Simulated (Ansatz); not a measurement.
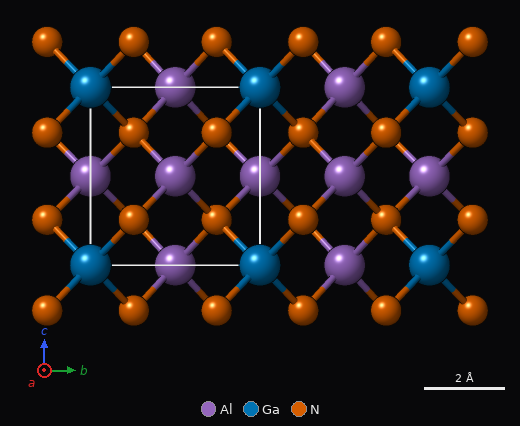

Starting structure of a crystal of Al3GaN4 (set up in P-42m). Style: ball-and-stick. Shown: the cell of the calculation, repeated 1 × 2 × 1 with one cell outlined, along the a axis.

Case: biaxial strain in the a-b plane of -3.0 %; c and atoms relaxed.

All numbers below come from DFT PBEsol, scalar-relativistic, plane waves, PAW (Ansatz).

Input file:
```yaml
crystal:
  lattice:
    - [4.2747849927, 0.0, 0.0]
    - [0.0, 4.2747849927, 0.0]
    - [0.0, 0.0, 4.4863207449]
  atoms:
    - { symbol: Al, position: [0.5, 0.5, 0.0] }
    - { symbol: Al, position: [0.5, 0.0, 0.5] }
    - { symbol: Al, position: [0.0, 0.5, 0.5] }
    - { symbol: Ga, position: [0.0, 0.0, 0.0] }
    - { symbol: "N", position: [0.7445727581, 0.7445727581, 0.2550715935] }
    - { symbol: "N", position: [0.7445727581, 0.2554272419, 0.7449284065] }
    - { symbol: "N", position: [0.2554272419, 0.7445727581, 0.7449284065] }
    - { symbol: "N", position: [0.2554272419, 0.2554272419, 0.2550715935] }
basis:
  ecutwfc: 420
kpoints:
  mp_grid: { grid: [6, 6, 6] }
hamiltonian:
  xc: pbesol
scf:
  occupations: { method: gaussian, width: 0.02 }
output:
  forces: true
  stress: true
  eigenvalues: true
relax:
  adjacent_minimum: "off"
  f_tol: 0.008
  max_steps: 40
  cell: { stress_tol: 0.015, fix: [a, b, gamma] }
```

Command:
```bash
ansatz run input.yaml --threads 2 --pin off --max-ram 5120MiB --backend cpu --events-out ev --progress --plain --runs-dir out
```

Question: Predict the outcome.

Answer: No atom moves by more than 0.005 Å relative to the cell. The volume changes by +1.3 %, with a = b unchanged at 4.275 Å, c 4.486 → 4.543 Å (+1.3 %). Near-neighbour distances that change, for instance: Ga4–N5 1.922 → 1.931 Å, Al1–N5 1.870 → 1.877 Å. The space group stays P-42m (No. 111). Over 3 accepted moves (5 points after the start) the energy falls by 1.8 meV per atom. The largest force component goes from 0.012 to 0.00012 eV/Å. Pressure: 9.10 GPa at the start and 6.11 GPa at the end. At 2 points the geometry stayed and the basis and grid were re-selected for the new cell (energy shift of 0.5 meV per atom at most each time). The run took 28 s on 2 threads of Intel(R) Xeon(R) Processor @ 2.70GHz (shared host), peak memory 0.42 GiB.

The end point in the same view:

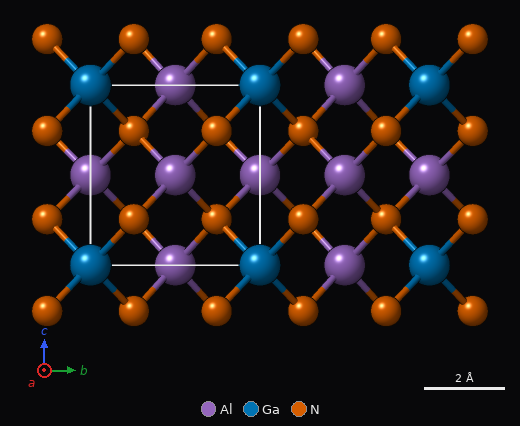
